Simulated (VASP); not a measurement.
**Band-structure run, with input and output: C**

System: C (Fd-3m, 2 atoms in the cell).
Method: Kohn-Sham DFT of a periodic cell, PBE, VASP PAW PBE potentials, recommended, no spin polarisation (VASP 6.6.1).

The structure derives from an entry of the Crystallography Open Database.

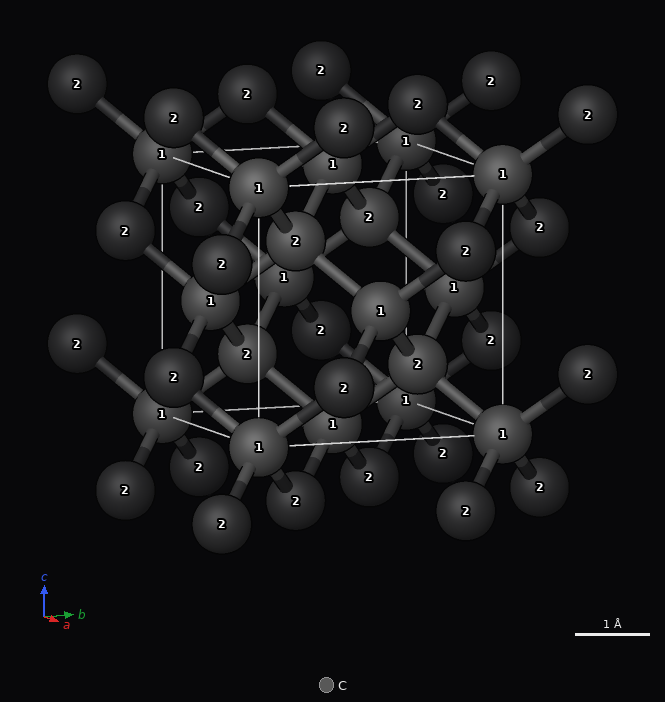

Fig. 1: The structure (ball-and-stick view of the cell 4 times as large as that of the calculation, set on its symmetry axes, seen slightly off an axis; neighbours outside the cell are drawn fainter; atoms are numbered from 1 in the order of the input). Near neighbours in the crystal (not all of them lie inside the picture): C has 4 C at 1.55 Å.

Summary:

```json
{"quantity": "outcome", "value": "converged"}
{"quantity": "space group (tolerance 0.01 Å)", "value": "Fd-3m (227)"}
{"quantity": "electrons treated", "value": "8"}
{"quantity": "free energy", "value": "−18.1965 eV"}
{"quantity": "Fermi energy of the self-consistent step", "value": "9.865 eV"}
{"quantity": "gap on the k-point mesh", "value": "4.12 eV"}
{"quantity": "gap on the band path", "value": "4.12 eV"}
{"quantity": "pressure", "value": "0.01 GPa"}
{"quantity": "largest force (length of the vector)", "value": "under 0.001 eV/Å"}
{"quantity": "hardware", "value": "1 thread of Intel Xeon (Granite Rapids), 64 GiB of memory available, shared host"}
{"quantity": "wall time", "value": "6.6 s"}
{"quantity": "peak memory", "value": "0.14 GiB"}
```

INCAR:
```
SYSTEM = C
PREC     = Accurate       ! precision mode
ENCUT    = 700            ! plane-wave cutoff, eV
EDIFF    = 1E-7           ! SCF threshold, eV
ISMEAR   = 0              ! smearing method
SIGMA    = 0.02           ! smearing width, eV
LREAL    = .FALSE.        ! projectors in reciprocal space
LASPH    = .TRUE.         ! aspherical terms in the spheres
NELM     = 60             ! most SCF steps
ALGO     = Normal         ! electronic algorithm
ISIF     = 2              ! what is computed and relaxed
LWAVE    = .FALSE.        ! write WAVECAR
LCHARG   = .FALSE.        ! write CHGCAR
GGA      = PE             ! functional
```

KPOINTS:
```
regular mesh
0
G
  14 14 14
  0 0 0
```

KPOINTS_OPT:
```
path GXWKGLUWLK,UX
10
line-mode
reciprocal
 0.0000000000  0.0000000000  0.0000000000  G
 0.5000000000  0.0000000000  0.5000000000  X

 0.5000000000  0.0000000000  0.5000000000  X
 0.5000000000  0.2500000000  0.7500000000  W

 0.5000000000  0.2500000000  0.7500000000  W
 0.3750000000  0.3750000000  0.7500000000  K

 0.3750000000  0.3750000000  0.7500000000  K
 0.0000000000  0.0000000000  0.0000000000  G

 0.0000000000  0.0000000000  0.0000000000  G
 0.5000000000  0.5000000000  0.5000000000  L

 0.5000000000  0.5000000000  0.5000000000  L
 0.6250000000  0.2500000000  0.6250000000  U

 0.6250000000  0.2500000000  0.6250000000  U
 0.5000000000  0.2500000000  0.7500000000  W

 0.5000000000  0.2500000000  0.7500000000  W
 0.5000000000  0.5000000000  0.5000000000  L

 0.5000000000  0.5000000000  0.5000000000  L
 0.3750000000  0.3750000000  0.7500000000  K

 0.6250000000  0.2500000000  0.6250000000  U
 0.5000000000  0.0000000000  0.5000000000  X
```

POSCAR:
```
C                                       
1.0
    0.0000000000      1.7854487266      1.7854487266
    1.7854487266      0.0000000000      1.7854487266
    1.7854487266      1.7854487266      0.0000000000
  C             
     2
Direct
     0.0000000000000000    0.0000000000000000    0.0000000000000000
     0.2500000000000000    0.2500000000000000    0.2500000000000000
```

Launch command:
```bash
cat potpaw_PBE.64/C/POTCAR > POTCAR
mpirun -np 1 vasp_std > vasp.out
```

OSZICAR:
```
N       E                     dE             d eps       ncg     rms          rms(c)
DAV:   1     0.652594221443E+01    0.65259E+01   -0.59610E+03  1664   0.125E+03
DAV:   2    -0.186658109817E+02   -0.25192E+02   -0.24093E+02  2632   0.135E+02
DAV:   3    -0.188262766748E+02   -0.16047E+00   -0.16047E+00  1784   0.147E+01
DAV:   4    -0.188265295363E+02   -0.25286E-03   -0.25286E-03  2400   0.607E-01
DAV:   5    -0.188265296161E+02   -0.79731E-07   -0.79730E-07  1760   0.760E-03    0.551E+00
DAV:   6    -0.183542797288E+02    0.47225E+00   -0.36121E-01  1728   0.481E+00    0.330E+00
DAV:   7    -0.181952415024E+02    0.15904E+00   -0.39963E-01  1968   0.517E+00    0.752E-01
DAV:   8    -0.181964910475E+02   -0.12495E-02   -0.18639E-03  1736   0.518E-01    0.459E-02
DAV:   9    -0.181965074346E+02   -0.16387E-04   -0.12865E-04  2424   0.101E-01    0.269E-02
DAV:  10    -0.181965204122E+02   -0.12978E-04   -0.13676E-05  1688   0.435E-02    0.606E-03
DAV:  11    -0.181965202428E+02    0.16936E-06   -0.41135E-08  2320   0.226E-03    0.132E-03
DAV:  12    -0.181965202275E+02    0.15362E-07   -0.10502E-08   848   0.131E-03
   1 F= -.18196520E+02 E0= -.18196520E+02  d E =-.452238E-44
       N       E                     dE             ncg
DAV:   1     0.286801564329E+04   -0.41770E+05     1656
DAV:   2     0.594955225441E+03   -0.22731E+04     2360
DAV:   3     0.576419121733E+03   -0.18536E+02     1824
DAV:   4     0.576371187044E+03   -0.47935E-01     2328
DAV:   5     0.576371143864E+03   -0.43181E-04     1776
DAV:   6     0.576371143783E+03   -0.80312E-07     2272
```

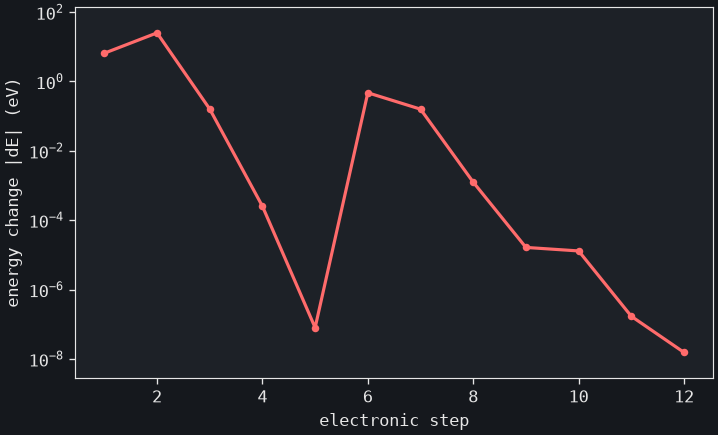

Fig. 2: Convergence of the self-consistent field: energy change |dE| against the electronic step. It takes 12 electronic steps. The density is held fixed in the first few steps, and dE rises again when its update begins.

Parts of OUTCAR:
```
SYSTEM = C
   PREC = Accurate
   ENCUT = 700
   EDIFF = 1E-7
   ISMEAR = 0
   LREAL = .FALSE.
   LASPH = .TRUE.
   NELM = 60
   ISIF = 2
   GGA = PE

 ion  position               nearest neighbor table
   1  0.000  0.000  0.000-   2 1.55   2 1.55   2 1.55   2 1.55
   2  0.250  0.250  0.250-   1 1.55   1 1.55   1 1.55   1 1.55

  LATTYP: Found a face centered cubic cell.
 ALAT       =     3.5708974532

  Lattice vectors:

 A1 = (   0.0000000000,   1.7854487266,   1.7854487266)
 A2 = (   1.7854487266,   0.0000000000,   1.7854487266)
 A3 = (   1.7854487266,   1.7854487266,   0.0000000000)

Analysis of symmetry for initial positions (statically):
=====================================================================
 Subroutine PRICEL returns:
 Original cell was already a primitive cell.

 Routine SETGRP: Setting up the symmetry group for a
 face centered cubic supercell.

 Subroutine GETGRP returns: Found 48 space group operations
 (whereof 24 operations were pure point group operations)
 out of a pool of 48 trial point group operations.

The static configuration has the point symmetry T_d .
 The point group associated with its full space group is O_h .

Analysis of symmetry for dynamics (positions and initial velocities):
=====================================================================
 Subroutine PRICEL returns:
 Original cell was already a primitive cell.

 Routine SETGRP: Setting up the symmetry group for a
 face centered cubic supercell.

 Subroutine GETGRP returns: Found 48 space group operations
 (whereof 24 operations were pure point group operations)
 out of a pool of 48 trial point group operations.

The dynamic configuration has the point symmetry T_d .
 The point group associated with its full space group is O_h .

 Subroutine INISYM returns: Found 48 space group operations
 (whereof 24 operations are pure point group operations),
 and found     1 'primitive' translations

----------------------------------------------------------------------------------------

                                     Primitive cell

  volume of cell :      11.3834

  direct lattice vectors                    reciprocal lattice vectors
     0.000000000  1.785448727  1.785448727    -0.280041646  0.280041646  0.280041646
     1.785448727  0.000000000  1.785448727     0.280041646 -0.280041646  0.280041646
     1.785448727  1.785448727  0.000000000     0.280041646  0.280041646 -0.280041646

  length of vectors
     2.525005804  2.525005804  2.525005804     0.485046359  0.485046359  0.485046359

  position of ions in fractional coordinates (direct lattice)
     0.000000000  0.000000000  0.000000000
     0.250000000  0.250000000  0.250000000

  ion indices of the primitive-cell ions
   primitive index   ion index
                 1           1
                 2           2

----------------------------------------------------------------------------------------

 KPOINTS: regular mesh

Automatic generation of k-mesh.
 Grid dimensions read from file:
 generate k-points for:   14   14   14

 Generating k-lattice:

  Cartesian coordinates                     Fractional coordinates (reciprocal lattice)
    -0.020002975  0.020002975  0.020002975     0.071428571  0.000000000  0.000000000
     0.020002975 -0.020002975  0.020002975     0.000000000  0.071428571  0.000000000
     0.020002975  0.020002975 -0.020002975     0.000000000  0.000000000  0.071428571

  Length of vectors
     0.034646168  0.034646168  0.034646168

  Shift w.r.t. Gamma in fractional coordinates (k-lattice)
     0.000000000  0.000000000  0.000000000

 Subroutine IBZKPT returns following result:
 ===========================================

 Found    104 irreducible k-points:

 Following reciprocal coordinates:
            Coordinates               Weight
  0.000000  0.000000  0.000000      1.000000
  0.071429  0.000000  0.000000      8.000000
  0.142857  0.000000  0.000000      8.000000
  0.214286  0.000000  0.000000      8.000000
  0.285714  0.000000  0.000000      8.000000
  0.357143  0.000000  0.000000      8.000000
  0.428571  0.000000  0.000000      8.000000
  0.500000  0.000000  0.000000      4.000000
  0.071429  0.071429  0.000000      6.000000
  0.142857  0.071429  0.000000     24.000000
  0.214286  0.071429  0.000000     24.000000
  0.285714  0.071429  0.000000     24.000000
  0.357143  0.071429  0.000000     24.000000
  0.428571  0.071429  0.000000     24.000000
  0.500000  0.071429  0.000000     24.000000
 -0.428571  0.071429  0.000000     24.000000
 -0.357143  0.071429  0.000000     24.000000
 -0.285714  0.071429  0.000000     24.000000
 -0.214286  0.071429  0.000000     24.000000
 -0.142857  0.071429  0.000000     24.000000
 -0.071429  0.071429  0.000000     12.000000
  0.142857  0.142857  0.000000      6.000000
  0.214286  0.142857  0.000000     24.000000
  0.285714  0.142857  0.000000     24.000000
 [... further k-points ...]
   k-points           NKPTS =    104   k-points in BZ     NKDIM =    104   number of bands    NBANDS=      8
   number of dos      NEDOS =    301   number of ions     NIONS =      2
   total plane-waves  NPLWV =  13824
   dimension x,y,z NGX =    24 NGY =   24 NGZ =   24
   dimension x,y,z NGXF=    48 NGYF=   48 NGZF=   48
   ions per type =               2
   NGX,Y,Z   is equivalent  to a cutoff of  15.80, 15.80, 15.80 a.u.
   NGXF,Y,Z  is equivalent  to a cutoff of  31.60, 31.60, 31.60 a.u.
 SYSTEM =  C
   PREC   = accura    normal or accurate (medium, high low for compatibility)
   ISTART =      0    job   : 0-new  1-cont  2-samecut
   ICHARG =      2    charge: 1-file 2-atom 10-const
   ISPIN  =      1    spin polarized calculation?
   LNONCOLLINEAR =      F non collinear calculations
   LSORBIT =      F    spin-orbit coupling
   LASPH  =      T    aspherical Exc in radial PAW
   ENCUT  =  700.0 eV  51.45 Ry    7.17 a.u.   5.45  5.45  5.45*2*pi/ulx,y,z
   NELM   =     60;   NELMIN=  2; NELMDL= -5     # of ELM steps
   EDIFF  = 0.1E-06   stopping-criterion for ELM
   LREAL  =      F    real-space projection
   EDIFFG = 0.1E-05   stopping-criterion for IOM
   NSW    =      0    number of steps for IOM
   IBRION =     -1    ionic relax: 0-MD 1-quasi-New 2-CG
   NFREE  =      0    steps in history (QN), initial steepest desc. (CG)
   ISIF   =      2    stress and relaxation
   ISYM   =      2    0-nonsym 1-usesym 2-fastsym
   POTIM  = 0.5000    time-step for ionic-motion
   TEBEG  =    0.0;   TEEND  =   0.0 temperature during run
   PSTRESS=    0.0 pullay stress
   NELECT =       8.0000    total number of electrons
   NUPDOWN=      -1.0000    fix difference up-down
   EMIN   =  10.00;   EMAX   =-10.00  energy-range for DOS
   EFERMI =   0.00;   METHOD = LEGACY
   ISMEAR =     0;   SIGMA  =   0.02  broadening in eV -4-tet -1-fermi 0-gaus
   EFERMI_NEDOS =   21; number of points for ismear=-14 and -15
   IALGO  =     38    algorithm
   IMIX   =      4    mixing-type and parameters
     AMIX     =   0.40;   BMIX     =  1.00
     AMIX_MAG =   1.60;   BMIX_MAG =  1.00
  volume/ion in A,a.u.               =       5.69        38.41
  Fermi-wavevector in a.u.,A,eV,Ry     =   1.455506  2.750508 28.823926  2.118499
  Thomas-Fermi vector in A             =   2.572533
   LORBIT       =      0    0 simple, 1 ext, 2 COOP (PROOUT), +10 PAW based schemes
   GGA     = PE    functional components
   LHFCALC =     F    Hartree Fock is set to
   AEXX    =    0.0000 exact exchange contribution
   IVDW    =     0    specifies the selected vdW correction
   LEPSILON=     F    determine dielectric tensor
   LRPA    =     F    only Hartree local field effects (RPA)
 non-spin polarized calculation
 Gauss-broadening in eV      SIGMA  =   0.02
  energy-cutoff  :      700.00
  volume of cell :       11.38
 maximum number of plane-waves:       531
 NGX is ok and might be reduce to    24
   NGX = 11   NGY = 11   NGZ = 11

 number of electron       8.0000000 magnetization

 Free energy of the ion-electron system (eV)
  ---------------------------------------------------
  ext. energy  EPLUGINS =         0.00000000
  ---------------------------------------------------
  free energy    TOTEN  =       -18.19652023 eV

  energy without entropy =      -18.19652023  energy(sigma->0) =      -18.19652023

 E-fermi :   9.8655     XC(G=0): -13.2330     alpha+bet :-17.6087

 val. band max:        9.6748751168   @ k =   0.0000   0.0000   0.0000
 cond. band min:      13.7990010870   @ k =   0.3571   0.3571   0.0000
 fundamental gap:      4.1241259702
 Fermi energy:         9.8654575530

 k-point     1 :       0.0000    0.0000    0.0000
  band No.  band energies     occupation
      1     -11.7528      2.00000
      2       9.6749      2.00000
      3       9.6749      2.00000
      4       9.6749      2.00000
      5      15.2564      0.00000
      6      15.2564      0.00000
      7      15.2564      0.00000
      8      22.9263      0.00000

 k-point     2 :       0.0714    0.0000    0.0000
  band No.  band energies     occupation
      1     -11.6118      2.00000
      2       8.7448      2.00000
      3       9.4334      2.00000
      4       9.4334      2.00000
      5      15.5735      0.00000
      6      15.5735      0.00000
      7      15.8098      0.00000
      8      23.0498      0.00000

 k-point     3 :       0.1429    0.0000    0.0000
  band No.  band energies     occupation
      1     -11.1903      2.00000
      2       6.7063      2.00000
      3       8.8697      2.00000
      4       8.8697      2.00000
      5      16.3166      0.00000
      6      16.3166      0.00000
      7      16.7644      0.00000
      8      23.4106      0.00000

 k-point     4 :       0.2143    0.0000    0.0000
  band No.  band energies     occupation
      1     -10.4923      2.00000
      2       4.3207      2.00000
      3       8.2329      2.00000
      4       8.2329      2.00000
      5      17.1174      0.00000
      6      17.1174      0.00000
      7      17.5180      0.00000
      8      23.9534      0.00000

 k-point     5 :       0.2857    0.0000    0.0000
  band No.  band energies     occupation
      1      -9.5272      2.00000
      2       1.8936      2.00000
      3       7.6674      2.00000
      4       7.6674      2.00000
      5      17.7075      0.00000
      6      17.7075      0.00000
      7      17.9993      0.00000
      8      24.5451      0.00000

 [... the levels of 18 k-points are left out ...]

 k-point    24 :       0.2857    0.1429    0.0000
  band No.  band energies     occupation
      1      -9.7068      2.00000
      2       3.6710      2.00000
      3       6.3699      2.00000
      4       7.0857      2.00000
      5      15.5802      0.00000
      6      19.6153      0.00000
      7      19.7220      0.00000
      8      22.0310      0.00000

 [... further k-points ...]

------------------------ aborting loop because EDIFF is reached ----------------------------------------

  FORCE on cell =-STRESS in cart. coord.  units (eV):
  Direction    XX          YY          ZZ          XY          YZ          ZX
  --------------------------------------------------------------------------------------
  -------------------------------------------------------------------------------------
  Total        0.0007063      0.0007063      0.0007063      0.0000000      0.0000000      0.0000000
  in kB        0.0994105      0.0994105      0.0994105      0.0000000      0.0000000      0.0000000
  external PRESSURE =       0.0994105 kB  Pullay stress =       0.0000000 kB

 VOLUME and BASIS-vectors are now :
 -----------------------------------------------------------------------------
  energy-cutoff  :      700.00
  volume of cell :       11.38
      direct lattice vectors                 reciprocal lattice vectors
     0.000000000  1.785448727  1.785448727    -0.280041646  0.280041646  0.280041646
     1.785448727  0.000000000  1.785448727     0.280041646 -0.280041646  0.280041646
     1.785448727  1.785448727  0.000000000     0.280041646  0.280041646 -0.280041646

 POSITION                                       TOTAL-FORCE (eV/Angst)
 -----------------------------------------------------------------------------------
      0.00000      0.00000      0.00000        -0.000000     -0.000000     -0.000000
      0.89272      0.89272      0.89272         0.000000      0.000000      0.000000
 -----------------------------------------------------------------------------------
    total drift:                               -0.000000      0.000000      0.000000

  FREE ENERGIE OF THE ION-ELECTRON SYSTEM (eV)
  ---------------------------------------------------
  free  energy   TOTEN  =       -18.1965202275 eV

  energy  without entropy=      -18.1965202275  energy(sigma->0) =      -18.19652023
```

CONTCAR:
```
C
   1.00000000000000
     0.0000000000000000    1.7854487266000001    1.7854487266000001
     1.7854487266000001    0.0000000000000000    1.7854487266000001
     1.7854487266000001    1.7854487266000001    0.0000000000000000
  C
     2
Direct
     0.0000000000000000    0.0000000000000000    0.0000000000000000
     0.2500000000000000    0.2500000000000000    0.2500000000000000

  0.00000000E+00  0.00000000E+00  0.00000000E+00
  0.00000000E+00  0.00000000E+00  0.00000000E+00
```
